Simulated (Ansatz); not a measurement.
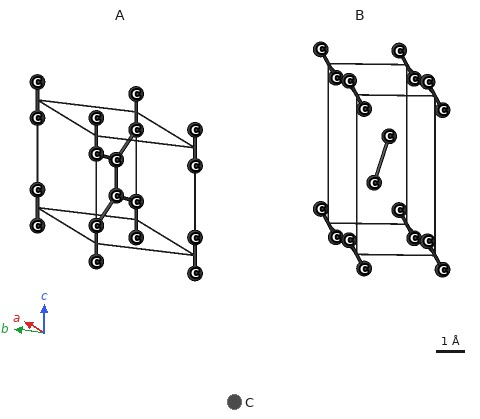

Two geometries of crystalline C (built on the iodine_64 type) (coarse preliminary run), drawn at one scale. One is the start of a relaxation, the other its converged end. Style: ball-and-stick. Shown: the cell of the calculation, from a free direction.

All numbers below come from DFT PBEsol, scalar-relativistic, plane waves, PAW (Ansatz 0.2.0). (plane-wave cutoff 420 eV; k-point mesh 6 × 6 × 4; occupations gaussian; smearing width 0.1 eV; no spin polarisation; cell and atoms relaxed; force threshold 0.04 eV/Å; at most 70 steps)

Which geometry has the lower energy?

Answer. Structure A is the relaxed one. Case: iodine type (Cmce, No. 64). Over 19 accepted moves (23 points after the start) the energy falls by 4457 meV per atom. Largest force component: 2 eV/Å at the start, 0.0015 eV/Å at the end. Pressure: −40.05 GPa at the start and 0.03 GPa at the end. The SCF was repeated 4 times at an unchanged geometry on a basis and grid sized afresh for the cell, which shifted the energy by 32.9 meV per atom at most. The largest moves relative to the cell, 0.43 Å, are those of C atoms. Cell: a = b 2.807 → 3.668 Å (+30.7 %), c 6.314 → 4.261 Å (−32.5 %), γ 66.9° → 39.2°. Volume −20.9 %. Near-neighbour distances that change, for instance: C–C 2.284 → 1.419 Å, C–C 1.745 → 1.422 Å. New bonds form: C–C (2.28 → 1.42 Å). The space group (tolerance 0.01 Å) goes from Cmce (No. 64) to Fmmm (No. 69).
